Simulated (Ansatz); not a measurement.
**Ni2Si: single-point calculation (part 2 of 2)**

Ni2Si (slab, 24 atoms in the cell); DFT, PBEsol, dispersion d4, plane waves, PAW, no spin polarisation (Ansatz 0.2.0); cutoff 420 eV, 9×7×1 k-mesh, Gaussian smearing of 0.1 eV. The structure derives from an entry of the Crystallography Open Database. The settings are looser than a standard set-up, so the numbers are not reference values.

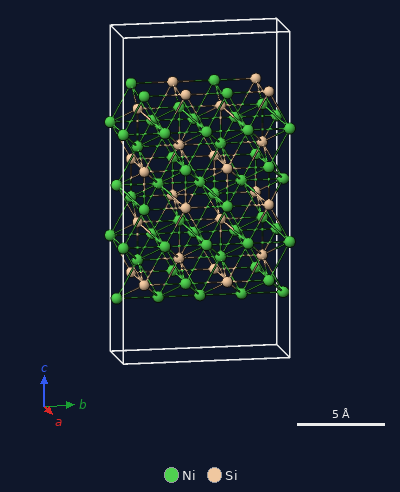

Fig. 1: The structure (ball-and-stick view of the 1 × 2 repeat of the cell, with the vacuum cut short, seen slightly off an axis). An atom can appear more than once, as a periodic image.

### Output, continued
```
  k-point 1: bands = ["-97.0480", "-97.0429", "-97.0391", "-97.0346", "-96.9790", "-96.9272", "-96.7946", "-96.7826", "-96.7697", "-96.7577", "-96.7559", "-96.7438", "-96.5844", "-96.5534", "-95.9967", "-95.9844", "-57.6654", "-57.6650", "-57.6605", "-57.6577", "-57.6548", "-57.6524", "-57.6487", "-57.6417", "-57.6141", "-57.5560", "-57.5530", "-57.5326", "-57.5252", "-57.5224", "-57.5128", "-57.5107", "-57.4670", "-57.4325", "-57.4309", "-57.3925", "-57.3905", "-57.3355", "-57.3300", "-57.3248",
      "-57.3233", "-57.3180", "-57.3150", "-57.3121", "-57.3111", "-57.3042", "-57.3016", "-57.2940", "-57.2899", "-57.2844", "-57.2692", "-57.2658", "-57.2545", "-57.2414", "-57.1551", "-57.1514", "-57.0372", "-56.9544", "-56.7289", "-56.6085", "-56.5366", "-56.5265", "-56.4627", "-56.4505", "-6.2701", "-5.6586", "-4.7693", "-3.8989", "-2.5725", "-2.5363", "-2.1521", "-1.6616", "-0.6039", "-0.0264", "0.1950", "0.3962", "0.7173", "1.1539", "1.1787", "1.3616",
      "1.4345", "1.4993", "1.6869", "1.8362", "1.9635", "1.9718", "2.0539", "2.1153", "2.2464", "2.2981", "2.3024", "2.3868", "2.5151", "2.6218", "2.6329", "2.6403", "2.6973", "2.8074", "2.8321", "2.8762", "2.9087", "2.9370", "2.9559", "3.1041", "3.1748", "3.2128", "3.3421", "3.4256", "3.5600", "3.5985", "3.7314", "3.7972", "3.8617", "3.9312", "4.0141", "4.0452", "4.1005", "4.1245", "4.1773", "4.2245",
      "4.2723", "4.2983", "4.3188", "4.4337", "4.4882", "4.5117", "4.5716", "4.5858", "4.7107", "4.7329", "4.8004", "4.8097", "4.8218", "4.8251", "4.8393", "4.8824", "4.9010", "4.9239", "4.9312", "4.9548", "5.0614", "5.1273", "5.1361", "5.1624", "5.3498", "5.4049", "5.4443", "5.4701", "5.5122", "5.5789", "5.5798", "5.7366", "5.7741", "5.7827", "5.8467", "5.8967", "5.9679", "6.2012", "6.2130", "6.5243",
      "6.7108", "6.8359", "7.1520", "7.1766", "7.8777", "8.0901", "8.3147", "8.4561", "8.7218", "9.0030", "9.0755", "9.1174", "9.3941", "9.5012", "9.5567", "9.5862", "9.7027", "9.8041", "9.8588", "10.0709", "10.1343", "10.2851", "10.5365", "10.6998", "11.2002", "11.2422", "11.3232", "11.4922", "11.6566", "11.7566", "12.2045", "12.6320"]
  k-point 2: bands = ["-97.0480", "-97.0429", "-97.0391", "-97.0346", "-96.9790", "-96.9272", "-96.7927", "-96.7844", "-96.7678", "-96.7595", "-96.7540", "-96.7457", "-96.5844", "-96.5534", "-95.9948", "-95.9863", "-57.6647", "-57.6644", "-57.6596", "-57.6585", "-57.6554", "-57.6524", "-57.6485", "-57.6416", "-57.6143", "-57.5558", "-57.5530", "-57.5318", "-57.5263", "-57.5221", "-57.5125", "-57.5114", "-57.4672", "-57.4312", "-57.4141", "-57.3743", "-57.3722", "-57.3335", "-57.3310", "-57.3292",
      "-57.3256", "-57.3248", "-57.3156", "-57.3146", "-57.3116", "-57.3069", "-57.3008", "-57.2993", "-57.2891", "-57.2875", "-57.2853", "-57.2799", "-57.2544", "-57.2414", "-57.1553", "-57.1515", "-57.0371", "-56.9544", "-56.7105", "-56.6272", "-56.5352", "-56.5280", "-56.4608", "-56.4524", "-5.9004", "-5.2977", "-4.4262", "-3.5965", "-3.5403", "-3.0716", "-2.5523", "-2.1025", "-0.8648", "-0.1866", "0.3780", "0.4766", "0.9347", "1.0977", "1.2286", "1.4364",
      "1.5183", "1.5582", "1.6709", "1.7764", "1.7815", "1.9866", "2.0104", "2.0425", "2.1121", "2.2442", "2.2715", "2.4654", "2.4954", "2.6053", "2.7266", "2.7633", "2.8002", "2.8646", "2.8935", "2.9168", "2.9417", "2.9425", "3.0005", "3.1505", "3.2075", "3.2957", "3.3693", "3.4840", "3.5892", "3.6236", "3.6611", "3.8323", "3.9338", "3.9354", "3.9804", "4.0539", "4.1062", "4.1578", "4.1740", "4.2491",
      "4.2625", "4.2969", "4.4168", "4.4239", "4.4919", "4.5119", "4.5297", "4.6350", "4.6664", "4.7278", "4.7695", "4.7774", "4.7843", "4.8230", "4.8658", "4.8738", "4.9085", "4.9164", "4.9386", "4.9751", "4.9978", "5.0223", "5.0612", "5.0871", "5.1943", "5.2545", "5.3389", "5.3796", "5.4474", "5.4746", "5.5108", "5.6569", "5.6830", "5.7706", "5.7845", "6.0538", "6.2050", "6.2655", "6.7036", "6.9304",
      "7.1034", "7.4838", "7.5367", "7.7875", "8.2648", "8.2723", "8.5329", "8.6309", "8.6567", "8.7080", "9.0160", "9.1795", "9.2924", "9.3379", "9.4228", "9.5273", "9.7499", "9.9080", "9.9182", "9.9282", "10.1018", "10.1924", "10.3443", "10.7109", "10.9777", "11.0646", "11.4678", "11.5446", "11.6795", "11.8625", "12.1341", "12.5645"]
  k-point 19: bands = ["-97.0479", "-97.0428", "-97.0390", "-97.0345", "-96.9788", "-96.9269", "-96.7902", "-96.7872", "-96.7654", "-96.7623", "-96.7515", "-96.7484", "-96.5843", "-96.5534", "-95.9921", "-95.9890", "-57.6651", "-57.6641", "-57.6605", "-57.6593", "-57.6567", "-57.6533", "-57.6491", "-57.6425", "-57.6155", "-57.5566", "-57.5541", "-57.5325", "-57.5293", "-57.5231", "-57.5131", "-57.5126", "-57.4687", "-57.4339", "-57.3860", "-57.3574", "-57.3465", "-57.3441", "-57.3300", "-57.3289",
      "-57.3276", "-57.3248", "-57.3201", "-57.3173", "-57.3128", "-57.3118", "-57.3088", "-57.3071", "-57.2952", "-57.2905", "-57.2876", "-57.2841", "-57.2548", "-57.2420", "-57.1554", "-57.1521", "-57.0372", "-56.9542", "-56.6834", "-56.6538", "-56.5332", "-56.5303", "-56.4579", "-56.4551", "-3.6626", "-3.2685", "-3.0872", "-3.0629", "-2.7856", "-2.5651", "-2.3958", "-1.8698", "-0.9573", "-0.9394", "-0.6839", "-0.6542", "-0.4243", "-0.2401", "-0.1779", "0.3540",
      "1.0143", "1.4140", "1.4884", "1.6788", "1.8589", "1.9558", "2.0383", "2.1573", "2.2385", "2.3478", "2.3746", "2.4591", "2.6033", "2.6729", "2.8076", "2.8390", "2.9206", "3.0228", "3.0389", "3.0905", "3.1369", "3.1682", "3.2094", "3.2405", "3.2833", "3.3633", "3.4732", "3.5952", "3.6481", "3.7144", "3.7529", "3.7779", "3.7943", "3.8160", "3.8444", "3.8661", "3.9041", "3.9509", "3.9910", "4.0043",
      "4.1043", "4.1388", "4.2116", "4.2524", "4.3179", "4.3528", "4.4050", "4.5024", "4.5190", "4.5322", "4.5605", "4.6068", "4.6116", "4.6376", "4.6849", "4.7141", "4.7284", "4.7549", "4.7916", "4.8265", "4.8635", "4.8918", "4.9101", "4.9144", "4.9441", "4.9629", "5.0167", "5.0760", "5.1855", "5.3155", "5.3435", "5.3765", "5.4309", "5.4742", "5.5234", "5.5489", "5.6869", "5.7412", "5.8216", "5.9505",
      "6.0249", "6.1307", "6.2380", "6.4313", "6.5285", "6.9345", "7.0084", "7.1477", "7.7224", "8.1597", "8.4893", "9.0947", "9.6752", "9.9306", "10.2295", "10.4020", "10.6667", "11.1066", "11.2218", "11.3975", "11.6997", "11.8636", "11.9151", "12.1835", "12.2719", "12.4678", "12.6433", "12.7029", "12.8545", "12.9360", "12.9743", "13.4907"]
```

The run was set up as follows.

### Input
```yaml
crystal:
  lattice:
    - [3.8684636528, 0.0, 0.0]
    - [0.0, 4.9169852583, 0.0]
    - [0.0, 0.0, 27.2840219222]
  atoms:
    - { symbol: Ni, position: [0.5, 0.0, 0.2748861594] }
    - { symbol: Ni, position: [0.5, 0.5, 0.2748861594] }
    - { symbol: Si, position: [0.0, 0.25, 0.3158159486] }
    - { symbol: Ni, position: [0.0, 0.75, 0.3158159486] }
    - { symbol: Si, position: [0.5, 0.75, 0.3567457378] }
    - { symbol: Ni, position: [0.5, 0.25, 0.3567457378] }
    - { symbol: Ni, position: [0.0, 0.0, 0.397675527] }
    - { symbol: Ni, position: [0.0, 0.5, 0.397675527] }
    - { symbol: Si, position: [0.5, 0.25, 0.4386053162] }
    - { symbol: Ni, position: [0.5, 0.75, 0.4386053162] }
    - { symbol: Si, position: [0.0, 0.75, 0.4795351054] }
    - { symbol: Ni, position: [0.0, 0.25, 0.4795351054] }
    - { symbol: Ni, position: [0.5, 0.0, 0.5204648946] }
    - { symbol: Ni, position: [0.5, 0.5, 0.5204648946] }
    - { symbol: Si, position: [0.0, 0.25, 0.5613946838] }
    - { symbol: Ni, position: [0.0, 0.75, 0.5613946838] }
    - { symbol: Si, position: [0.5, 0.75, 0.602324473] }
    - { symbol: Ni, position: [0.5, 0.25, 0.602324473] }
    - { symbol: Ni, position: [0.0, 0.0, 0.6432542622] }
    - { symbol: Ni, position: [0.0, 0.5, 0.6432542622] }
    - { symbol: Si, position: [0.5, 0.25, 0.6841840514] }
    - { symbol: Ni, position: [0.5, 0.75, 0.6841840514] }
    - { symbol: Si, position: [0.0, 0.75, 0.7251138406] }
    - { symbol: Ni, position: [0.0, 0.25, 0.7251138406] }
basis:
  ecutwfc: 420
kpoints:
  mp_grid: { grid: [9, 7, 1] }
hamiltonian:
  xc: pbesol
  dispersion: d4
scf:
  occupations: { method: gaussian, width: 0.1 }
  convergence: { dr2_threshold: 1.0e-05 }
output:
  forces: true
  eigenvalues: true
  stress: true
efield:
  axis: 3
  dipole_correction: true
  ramp_width: 0.04
```

Command:
```bash
ansatz run input.yaml --threads 4 --pin off --max-ram 10240MiB --backend cpu --events-out ev --progress --plain --runs-dir out
```

### Results in brief

```json
{"quantity": "outcome", "value": "converged"}
{"quantity": "electrons treated", "value": "320"}
{"quantity": "free energy", "value": "−97864.6792 eV"}
{"quantity": "Fermi energy", "value": "6.246 eV"}
{"quantity": "gap on the k-point mesh", "value": "none (metallic)"}
{"quantity": "largest force (length of the vector)", "value": "1.664 eV/Å"}
{"quantity": "hardware", "value": "4 threads of Intel Xeon (Granite Rapids), 32 GiB of memory available, shared host"}
{"quantity": "wall time", "value": "46 s (CPU time 3 min)"}
{"quantity": "peak memory", "value": "2.9 GiB"}
```

Settings chosen away from the usual ones: hamiltonian.dispersion set to d4; scf.convergence.dr2_threshold set to 1e-05. These settings are looser than, or depart from, a standard set-up, so the numbers are not reference values for this system. Warnings of the run: the SCF threshold is loose for the printed forces; the SCF threshold is looser than advised for the printed stress. The run has no spin polarisation, so a magnetic state may lie lower.
